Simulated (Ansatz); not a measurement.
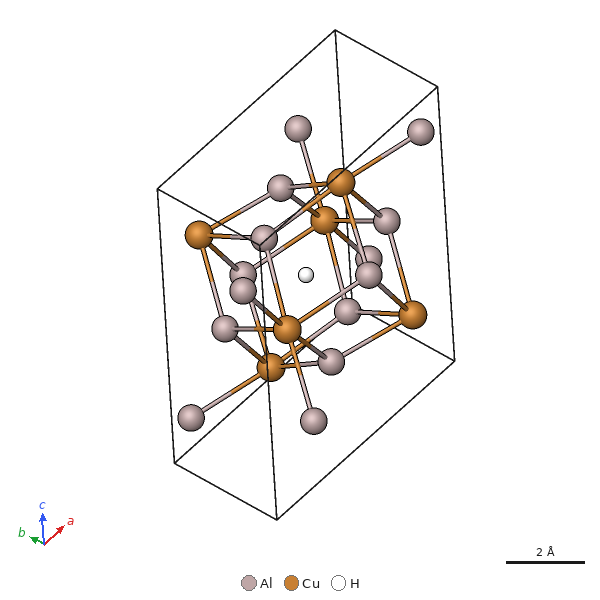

We look at a ball-and-stick model of the crystal slightly off an axis. The supercell is outlined; an atom on or near a face, edge or corner is repeated at each equivalent position. The host is Al2Cu, in a cell of 18 sites, and the cell is neutral.

Question: Name the defect and give its surroundings.

Answer: An interstitial hydrogen atom. It is bonded to no bonds drawn.

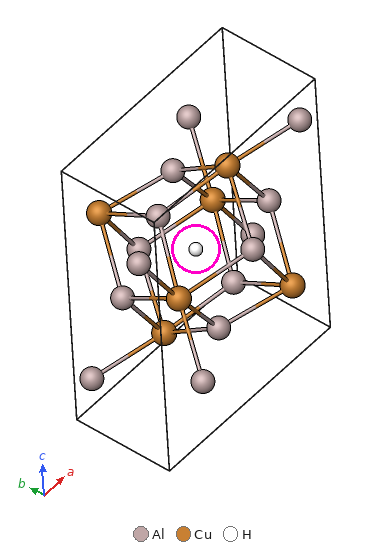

The same cell with a ring at the defect's site.

The atoms were relaxed in the host's cell with DFT PBE, scalar-relativistic, plane waves, PAW (Ansatz 0.2.0).
